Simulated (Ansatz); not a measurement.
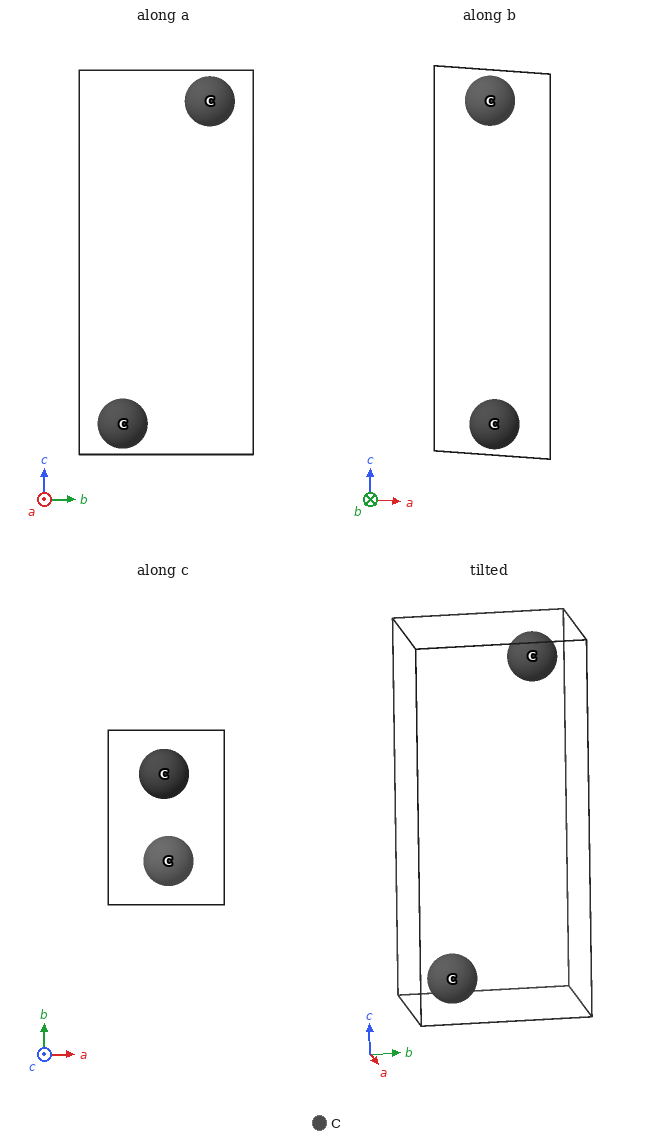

Drawn in the ball-and-stick manner and seen along the a axis, along the b axis, along the c axis and slightly off an axis. The wireframe shows the conventional unit cell.

Lattice parameters: a = 1.6502 Å, b = 2.4644 Å, c = 5.4462 Å, α = 90.000°, β = 94.144°, γ = 90.000°.

### Express the structure as a CIF with its space group and independent sites, with free fractional coordinates to two decimals.

```cif
data_structure
_symmetry_space_group_name_H-M 'P 21/m'
_symmetry_Int_Tables_number 11
_cell_length_a 1.6502
_cell_length_b 2.4644
_cell_length_c 5.4462
_cell_angle_alpha 90.000
_cell_angle_beta 94.144
_cell_angle_gamma 90.000
_cell_volume 22.09
loop_
_atom_site_label
_atom_site_type_symbol
_atom_site_symmetry_multiplicity
_atom_site_Wyckoff_symbol
_atom_site_fract_x
_atom_site_fract_y
_atom_site_fract_z
_atom_site_occupancy
C1 C 2 e 0.52 0.25 0.08 1
```

The structure was taken from a structure type filled with this element by a generator (whether the element takes this form wasn't checked). Atoms and cell were optimised with DFT PBE, scalar-relativistic, plane waves, PAW (Ansatz).
